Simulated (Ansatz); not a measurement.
**Au(111) / 3 layers Ti(0001) / Au(111): resistance against film thickness**

How does the resistance across the layers grow with the film in Au(111) / 3 layers Ti(0001) / Au(111)?

Program: Ansatz 0.2.0. Level of theory: Ansatz plane-wave DFT, LDA, PAW files; ballistic transport by layer matching (Landauer), zero bias. Results are calculated unless marked as measured.

### 1. The structure

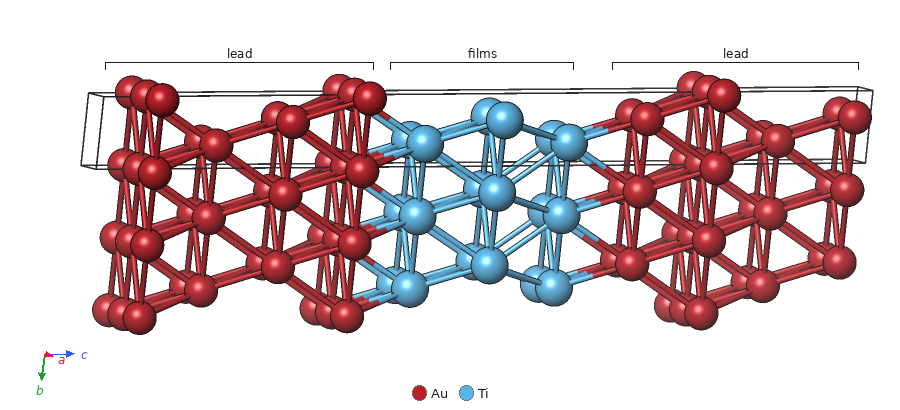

The starting structure, seen from the side, with the c axis across the page (gold red, titanium blue). 2×3×1 cells are drawn. Some periodic images of atoms are drawn too.

The cell holds 11 atoms: 8 Au and 3 Ti. Its edges and angles: a = 2.884 Å, b = 2.884 Å, c = 26.192 Å, α = 90.0°, β = 90.0°, γ = 120.0°. It derives from Au and Ti. Regions: lead, 8 atoms (8 Au); films, 3 atoms (3 Ti). The structure is stacked along c, and the current runs across the ab planes.

### 2. With 3 layers

The film is laid into the lead at the lead's in-plane lattice, and the cell closes on the lead's own image. The mesh across the current, 30×30, is finer than the density's, because channels open and close sharply across the zone. Energies from -1 to 1 eV in steps of 0.036 eV cover the slope of the Fermi function at 300 K, so the program can form a conductance.

input.yaml

```yaml
crystal:
  lattice:
    - [2.8837582304, 0.0, 0.0]
    - [-1.4418791152, 2.4974078859, 0.0]
    - [0.0, 0.0, 26.1922599811]
  atoms:
    - { symbol: Au, position: [0.0, 0.0, 0.0449479872] }
    - { symbol: Au, position: [0.3333333333, 0.6666666667, 0.1348439617] }
    - { symbol: Au, position: [0.6666666667, 0.3333333333, 0.2247399362] }
    - { symbol: Au, position: [0.0, 0.0, 0.3146359107] }
    - { symbol: Ti, position: [0.3333333333, 0.6666666667, 0.4063892653] }
    - { symbol: Ti, position: [0.6666666667, 0.3333333333, 0.5] }
    - { symbol: Ti, position: [0.3333333333, 0.6666666667, 0.5936107347] }
    - { symbol: Au, position: [0.6666666667, 0.3333333333, 0.6853640893] }
    - { symbol: Au, position: [0.0, 0.0, 0.7752600638] }
    - { symbol: Au, position: [0.3333333333, 0.6666666667, 0.8651560383] }
    - { symbol: Au, position: [0.6666666667, 0.3333333333, 0.9550520128] }
kpoints:
  mp_grid: { grid: [15, 15, 1] }
hamiltonian:
  xc: lda
scf:
  occupations: { method: fermi_dirac, width: 0.1 }
output:
  transmission: { leads: [[0, 1]], kmesh: [30, 30], e_range: [-1.0, 1.0], de: 0.036 }
  write_potential: true
  write_density: true
  volumetric_format: npy
  elf: true
```

Started as:

```sh
$ ansatz run input.yaml --threads 4 --pin off --max-ram 8192MiB --backend cpu --events-out ev --progress --plain --runs-dir out
```

Numbers of over 12 decimals in the logs are rounded to 6 here.

What it wrote:

```text
Engine: ansatz 0.2.0, aarch64-unknown-linux-gnu
Pseudopotentials: kind: paw
Pseudopotential: Au, paw, valence charge 19, recommended cutoff 420 eV (normal), Au.paw.azcp
Pseudopotential: Ti, paw, valence charge 12, recommended cutoff 420 eV (normal), Ti.paw.azcp
Functional definition: SPW92
  exchange = slater_x
  correlation = pw_c
Crystal: 11 atoms, lattice volume = 188.635 Å³
Basis set: ecut = 420 eV, 3687 PW (Γ)
Bands: 113, of which v1, the nominal top of the filled ones, is band 94 counted from 1 (93 counted from 0)
Symmetry: 6 space group operations
Space group: P3m1 (ITA 156), of the structure as read, at distance tolerance 5.7e-5 Å
k-points: 27 of 225 (time reversal used)
Non-local potential: Au, projectors of the file, l = 0: 3, l = 1: 2, l = 2: 2, l = 3: 1
Non-local potential: Ti, projectors of the file, l = 0: 3, l = 1: 2, l = 2: 3, l = 3: 1
PAW form: soft (Blöchl's): semilocal exchange-correlation on the pseudo side does not see the compensation charge
PAW frozen core: Au, regenerated for the run's functional, and the local potential with it (the file was generated under x = pbe(κ = 0.804, μ = 0.219515), c = pbe(β = 0.066725))
PAW frozen core: Ti, regenerated for the run's functional, and the local potential with it (the file was generated under x = pbe(κ = 0.804, μ = 0.219515), c = pbe(β = 0.066725))
PAW one-centre angular grid: Au, 590 points (default); XC on 64 Gauss nodes
PAW one-centre angular grid: Ti, 590 points (default); XC on 64 Gauss nodes
Initial density: superposition of atomic densities (neutral atoms: chi_scale 0, normalization atom), corrected by the library's trained network
Initial wavefunctions: pseudopotential atomic-orbital guess
Functional: x = slater, c = lda
SCF iter   1: F=—  HF=-110271.152157 eV  |F-HF|=—  |Δ(HF+E_count)|=         —  Δρ=1.51e-2  dr2=1.44e1  ethr=1.77e-3  ⟨swp⟩=3.8  Hψ=8592  notcnv=0  defer=17
preconditioner: auto → Kerker (q_TF=auto, 2.727 Å⁻¹)  [metal: Δε(μ)=0.016 eV  Ē_g=6.451 eV  σ=0.100 eV  W_gap=0.04  n_scr=76 (ndim 8)  ℏωp=27.0 eV  f_vac=0.000  D(μ)=7.63/eV (n_scr^D=76)]
SCF iter   2: F=—  HF=-110271.062129 eV  |F-HF|=—  |Δ(HF+E_count)|=   9.00e-2  Δρ=8.57e-3  dr2=6.82e0  ethr=1.77e-3  ⟨swp⟩=1.0  Hψ=3511  notcnv=0  defer=27
SCF iter   3: F=—  HF=-110270.989528 eV  |F-HF|=—  |Δ(HF+E_count)|=   7.26e-2  Δρ=1.75e-3  dr2=6.82e-1  ethr=1.77e-3  ⟨swp⟩=1.0  Hψ=2983  notcnv=0  defer=27
SCF iter   4: F=—  HF=-110270.980857 eV  |F-HF|=—  |Δ(HF+E_count)|=   8.67e-3  Δρ=9.56e-4  dr2=2.51e-2  ethr=3.63e-4  ⟨swp⟩=1.0  Hψ=3510  notcnv=0  defer=38
SCF iter   5: F=—  HF=-110270.979592 eV  |F-HF|=—  |Δ(HF+E_count)|=   1.26e-3  Δρ=2.91e-4  dr2=5.70e-3  ethr=1.34e-5  ⟨swp⟩=1.0  Hψ=2986  notcnv=0  defer=38
SCF iter   6: F=—  HF=-110270.979417 eV  |F-HF|=—  |Δ(HF+E_count)|=   1.76e-4  Δρ=8.08e-5  dr2=2.78e-4  ethr=3.03e-6  ⟨swp⟩=1.0  Hψ=2986  notcnv=0  defer=38
SCF iter   7: F=—  HF=-110270.979410 eV  |F-HF|=—  |Δ(HF+E_count)|=   6.56e-6  Δρ=3.98e-5  dr2=4.90e-5  ethr=1.48e-7  ⟨swp⟩=1.0  Hψ=2987  notcnv=0  defer=38
SCF iter   8: F=—  HF=-110270.979534 eV  |F-HF|=—  |Δ(HF+E_count)|=   1.24e-4  Δρ=1.58e-5  dr2=4.28e-6  ethr=2.61e-8  ⟨swp⟩=1.1  Hψ=2989  notcnv=0  defer=38
SCF iter   9: F=—  HF=-110270.979534 eV  |F-HF|=—  |Δ(HF+E_count)|=   2.99e-7  Δρ=5.30e-6  dr2=6.47e-7  ethr=2.28e-9  ⟨swp⟩=1.9  Hψ=3184  notcnv=0  defer=38
SCF iter  10: F=-110270.979534 eV  HF=-110270.979534 eV  |F-HF|=2.95e-8  |Δ(HF+E_count)|=   3.53e-8  Δρ=2.01e-6  dr2=3.21e-8  ethr=5.32e-11  ⟨swp⟩=7.8  Hψ=7106  notcnv=0
SCF 1 converged in 10 iterations: F = -110270.979534 eV  dr2 = 3.21e-8
  greatest PAW one-centre occupation: 1.003 electrons in one spin orbital (limit 2), on the Au atom at site 3 (counted from 0), in its partial waves of l = 0
transmission: 377 of 3731 steps passed
transmission: 750 of 3731 steps passed
[...]
transmission: 3731 of 3731 steps passed
SCF converged after 10 iterations
Free energy (F): -110270.979534 eV
Harris-Foulkes:  -110270.979534 eV  (|F-HF|=2.95e-8)
Internal energy: -110270.755160 eV  (E = F + TS)
E sigma→0 (E₀):  -110270.867347 eV
Entropy (-TS):   -0.224374 eV (-20.398 meV/atom)
Fermi energy:    18.308007 eV
--- Per-component energies (eV) ---
  E_band       = -2315.756718
  E_kinetic    = 5654.106176
  E_local      = -31982.662859  (includes V_loc(G=0)·N_el)
  E_nonlocal   = 684.940849
  E_hartree    = 14670.938411
  E_xc         = -2103.528715
  E_vxc        = -2564.831441  (∫ρ·V_xc dr)
  E_paw        = -78382.703388  (= ΣΔE_a)
  E_vpaw       = -3449.196610  (= ΣTr[D̂ρ^β])
  E_aug_tail   = 0.011051  (compensation charges beyond the density's cutoff)
  E_ewald      = -18817.016277
  E_core_change = 5.159592  (= ΣΔE_core)
  E_smearing   = -0.224374  (= −TS)
  E_closure    = -0.000000  (closes the sum)
  Σ components = -110270.979534   (vs F -110270.979534, Δ=0.00e0)
--- Band table (eV; the first three rows and the last of 27) ---
  k-point 0: bands = [... 90 lower, 15.9869, 16.1671, 16.2359, 16.2359, 17.1118, 17.4032, 18.2740, 18.5740, ... 15 higher]
  k-point 1: bands = [... 90 lower, 15.9963, 16.1819, 16.2456, 16.6931, 17.4274, 17.9141, 18.2086, 18.5864, ... 15 higher]
  k-point 2: bands = [... 90 lower, 16.2440, 16.2711, 16.5505, 17.1583, 17.9689, 18.1523, 18.5392, 18.7455, ... 15 higher]
  k-point 26: bands = [... 90 lower, 18.2191, 18.2846, 18.5919, 18.6964, 19.6918, 20.4044, 20.5755, 20.7567, ... 15 higher]
--- Transmission ---
  basis      : 61 plane waves across, 41 finite elements along
  points     : 91, standing for a mesh of 30 x 30
  filling    : by the input's occupations and mesh, since the crystals that have channels conduct as metals do. If one of these is a semiconductor, that mesh has misplaced its level
  energies   : 56 from -1.000000 to 0.980000 eV about the Fermi level, 0.036000 eV apart; the leads are filled to 0.000000 eV, and channels, transmission and decay are at 0.008000 eV
  crystal 0  : Au1, at the sites [0, 1], period 2.3546 Å, over 18.84 Å; its Hamiltonian steps by up to 5.9 meV
    offset         : up to 0.0000 Å between an atom of the period and one for which it stands
    filled         : 26.4 meV over the level at which it is neutral
    channels       : 7.966667e-1 a spin
    conductance    : 8.5437e14 S/m² at 300 K; may be off by some 0.0 % by where its bands' edges are placed, 4.1 % from the k-mesh, 0.3 % from the distance to neutral
    slowest decay  : 0.0836 /Å at (0.0667, 0.0000)
  junction   : crystal 0 to crystal 0, 0.70 to 24.54 Å
    transmission   : 1.957474e-1 a spin
    conductance    : 1.9540e14 S/m² at 300 K (1.6787e14 on every other point, 1.9523e14 on every other energy)
    error estimate : 0.1 % from the energy spacing and 0.0 % from band edges of the leads and from resonances (wavevectors taken as independent; lower de), 12.3 % from the k-mesh, 4.1 % from the steps of its leads' Hamiltonians or their offsets (lay more layers), 0.9 % from the distance to neutral
    resistance     : 3.9473e-3 Ω µm² beyond half of each lead's own
```

The job ended after 1.8 min (4 threads of Arm Neoverse V2, shared host; peak memory 0.94 GiB).

In the SCF lines HF is the Harris–Foulkes energy and dr2 the Hartree energy of the density residual, in eV; the loop may stop once dr2 is under the threshold and the program's other checks hold. Hψ counts applications of the Hamiltonian.

This step gave:

- free energy: -110270.9795 eV
- energy at zero smearing: -110270.8673 eV
- Fermi energy: 18.31 eV
- cell area: 7.202 Å²
- step of the lead's potential: 5.9 meV
- ballistic conductance of the lead: 8.54e14 S/m²
- estimated errors of the lead's conductance: 0, 4.1, 0.3 % (band edges, k-mesh, distance from neutral)
- lead conductance per cell: 0.7941 G₀
- conductance of the junction: 1.95e14 S/m²
- junction conductance per cell: 0.1816 G₀
- estimated errors of the junction's conductance: 0.1, 0, 12.3, 4.1, 0.9 % (energy step, band edges, k-mesh, leads' steps, distance from neutral)
- area resistance that the stack adds (contact term taken off, spin by spin): 3.947 fΩ m²

Per spin. The transmission, zone mean by energy, zero at the Fermi level:

```tsv
energy (eV)	transmission, zone mean
-1.000	0.147
-0.892	0.153
-0.784	0.182
-0.712	0.210
-0.604	0.260
-0.496	0.337
-0.388	0.381
-0.352	0.385
-0.316	0.364
-0.208	0.259
-0.100	0.200
0.008	0.196
0.116	0.196
0.188	0.227
0.296	0.277
0.404	0.333
0.476	0.384
0.512	0.366
0.584	0.321
0.692	0.201
0.800	0.194
0.908	0.258
```

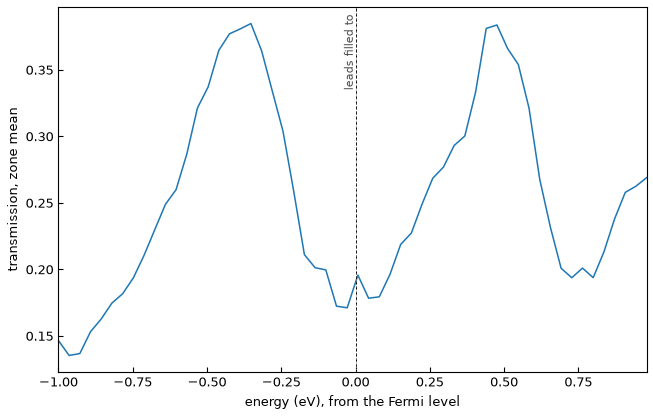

Transmission, zone mean, plotted against energy.

Per spin. Open channels, zone mean, lead against energy, zero at the Fermi level:

```tsv
energy (eV)	open channels, zone mean, lead
-1.000	0.657
-0.892	0.683
-0.784	0.703
-0.640	0.723
-0.532	0.737
-0.424	0.75
-0.316	0.79
-0.172	0.783
-0.064	0.783
0.008	0.797
0.044	0.797
0.152	0.783
0.296	0.843
0.404	0.837
0.512	0.837
0.620	0.837
0.764	0.85
0.872	0.877
0.980	0.873
```

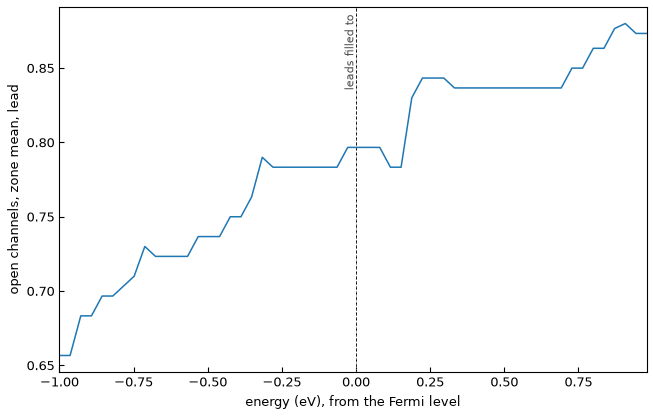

Open channels, zone mean, lead against energy.

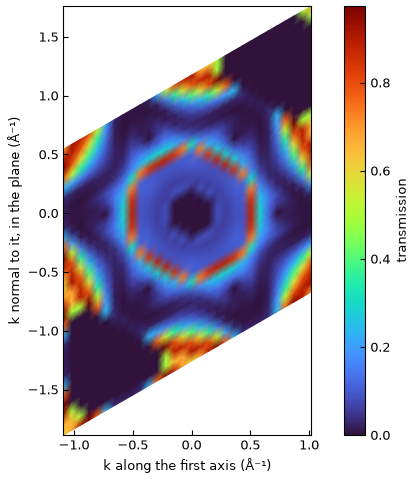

Transmission over k1 and k2. At 0.0080 eV from the Fermi level.

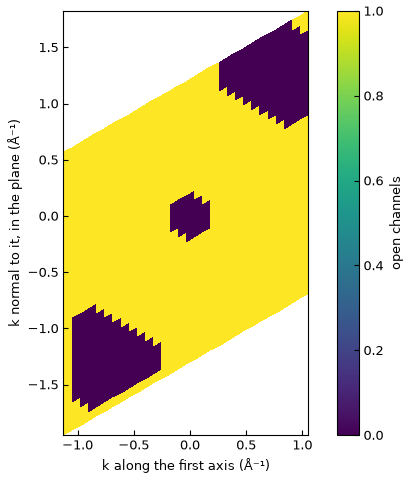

Open channels over k1 and k2. At 0.0080 eV from the Fermi level.

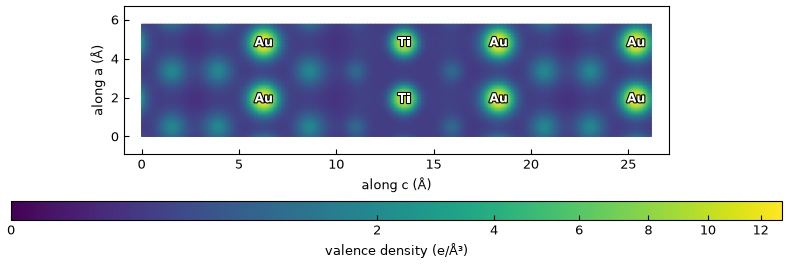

Valence density in the ca plane at fractional y = 0.333, with atoms of Au and Ti within 0.2 Å of it. It is the smooth field of the valence electrons, not physical close to the nuclei. The colour scale is stretched toward low values.

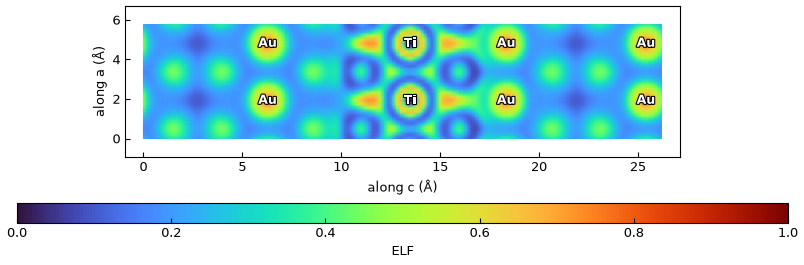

ELF in the ca plane at fractional y = 0.333, with atoms of Au and Ti within 0.2 Å of it. It is the smooth field of the valence electrons, not physical close to the nuclei.

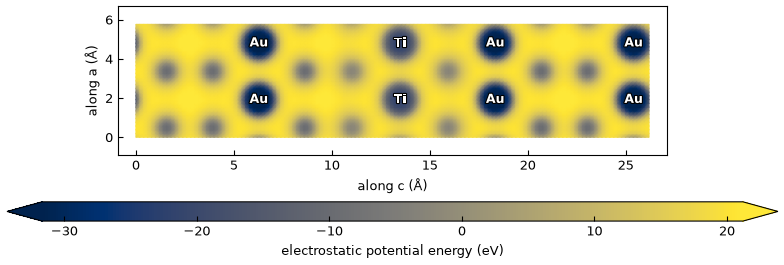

Electrostatic potential energy in the ca plane at fractional y = 0.333, with atoms of Au and Ti within 0.2 Å of it. With pseudopotentials it is smooth inside the atoms' cores, unlike the true potential.

The lead's potential steps by 5.9 meV from period to period, small in itself. The program estimates the junction's conductance to 12 % from the k-mesh, 0.9 % from the leads' distance from neutral and 4.1 % from their steps.

By hand: 1/G − 1/G_lead = 1/0.1954 − 1/0.8544 = 3.95 fΩ m² with G in 10¹⁵ S/m².

### 3. With 5 layers, film layers 5

The stack now holds 5 film layers; the k-mesh follows the cell, and the energies span -0.27 to 0.27 eV.

System of this step: Au(111) / 5 layers Ti(0001) / Au(111). The cell holds 13 atoms: 8 Au and 5 Ti. Its edges and angles: a = 2.884 Å, b = 2.884 Å, c = 31.096 Å, α = 90.0°, β = 90.0°, γ = 120.0°. It derives from Au and Ti. Regions: lead, 8 atoms (8 Au); films, 5 atoms (5 Ti). The structure is stacked along c, and the current runs across the ab planes.

input.yaml

```yaml
crystal:
  lattice:
    - [2.8837582304, 0.0, 0.0]
    - [-1.4418791152, 2.4974078859, 0.0]
    - [0.0, 0.0, 31.09601338]
  atoms:
    - { symbol: Au, position: [0.0, 0.0, 0.0378598167] }
    - { symbol: Au, position: [0.3333333333, 0.6666666667, 0.1135794502] }
    - { symbol: Au, position: [0.6666666667, 0.3333333333, 0.1892990837] }
    - { symbol: Au, position: [0.0, 0.0, 0.2650187171] }
    - { symbol: Ti, position: [0.3333333333, 0.6666666667, 0.3423028271] }
    - { symbol: Ti, position: [0.6666666667, 0.3333333333, 0.4211514135] }
    - { symbol: Ti, position: [0.3333333333, 0.6666666667, 0.5] }
    - { symbol: Ti, position: [0.6666666667, 0.3333333333, 0.5788485865] }
    - { symbol: Ti, position: [0.3333333333, 0.6666666667, 0.6576971729] }
    - { symbol: Au, position: [0.6666666667, 0.3333333333, 0.7349812829] }
    - { symbol: Au, position: [0.0, 0.0, 0.8107009163] }
    - { symbol: Au, position: [0.3333333333, 0.6666666667, 0.8864205498] }
    - { symbol: Au, position: [0.6666666667, 0.3333333333, 0.9621401833] }
kpoints:
  mp_grid: { grid: [15, 15, 1] }
hamiltonian:
  xc: lda
scf:
  occupations: { method: fermi_dirac, width: 0.1 }
output:
  transmission:
    leads: [[0, 1]]
    kmesh: [30, 30]
    e_range: [-0.27, 0.27]
    de: 0.036
  write_potential: true
  write_density: true
  volumetric_format: npy
```

What it wrote:

```text
[...]
Crystal: 13 atoms, lattice volume = 223.951 Å³
Basis set: ecut = 420 eV, 4387 PW (Γ)
Bands: 128, of which v1, the nominal top of the filled ones, is band 106 counted from 1 (105 counted from 0)
Symmetry: 6 space group operations
[...]
k-points: 27 of 225 (time reversal used)
[...]
--- Transmission ---
  basis      : 61 plane waves across, 46 finite elements along
  points     : 91, standing for a mesh of 30 x 30
[...]
filled         : 25.5 meV over the level at which it is neutral
    channels       : 7.966667e-1 a spin
[...]
slowest decay  : 0.0847 /Å at (0.0667, 0.0000)
  junction   : crystal 0 to crystal 0, 0.70 to 29.44 Å
    transmission   : 8.244923e-2 a spin
[...]
resistance     : 9.6273e-3 Ω µm² beyond half of each lead's own
[key lines of the parts left out:]
SCF converged after 11 iterations
Free energy (F): -115171.464735 eV
Fermi energy:    17.429220 eV
```

The job ended after 71 s (4 threads; peak memory 1.2 GiB; 4.4 min of CPU time).

This step gave:

- free energy: -115171.4647 eV
- energy at zero smearing: -115171.3005 eV
- Fermi energy: 17.43 eV
- step of the lead's potential: 3.8 meV
- conductance of the junction: 9.26e13 S/m²
- junction conductance per cell: 0.08608 G₀
- estimated errors of the junction's conductance: 0.9, 0, 11.3, 8, 5.5 % (energy step, band edges, k-mesh, leads' steps, distance from neutral)
- area resistance that the stack adds (contact term taken off, spin by spin): 9.627 fΩ m²

Per spin. The transmission, zone mean by energy, zero at the Fermi level:

```tsv
energy (eV)	transmission, zone mean
-0.270	0.154
-0.234	0.112
-0.198	0.0955
-0.162	0.0884
-0.126	0.0691
-0.090	0.0695
-0.054	0.0825
-0.018	0.0755
0.018	0.0824
0.054	0.0978
0.090	0.140
0.126	0.187
0.162	0.238
0.198	0.195
0.234	0.210
0.270	0.185
```

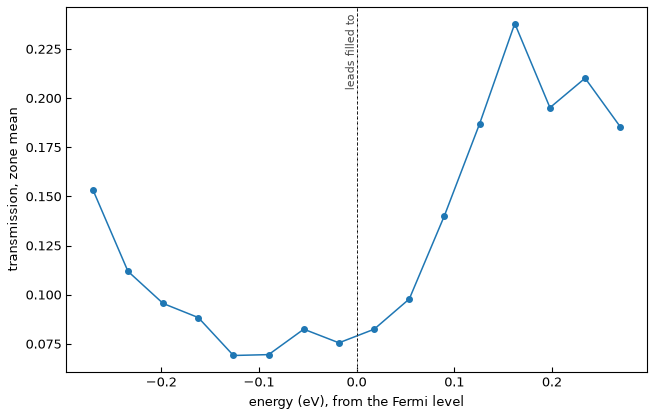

Transmission, zone mean, plotted against energy.

The conductance of the junction is 9.3e13 S/m², 53 % under the 2.0e14 S/m² of the last finished run.

(Part 1 of 2 ends here.)

[Logs are printed without paths, hosts, clocks, repeated set-up lines and the standing remarks that a program may print on its own settings, such as how far it seeks lower states.]

[Hosts, paths, dates, database ids (printed as entryN), source tags and the programs' standing remarks are cut or masked in the printed files.]
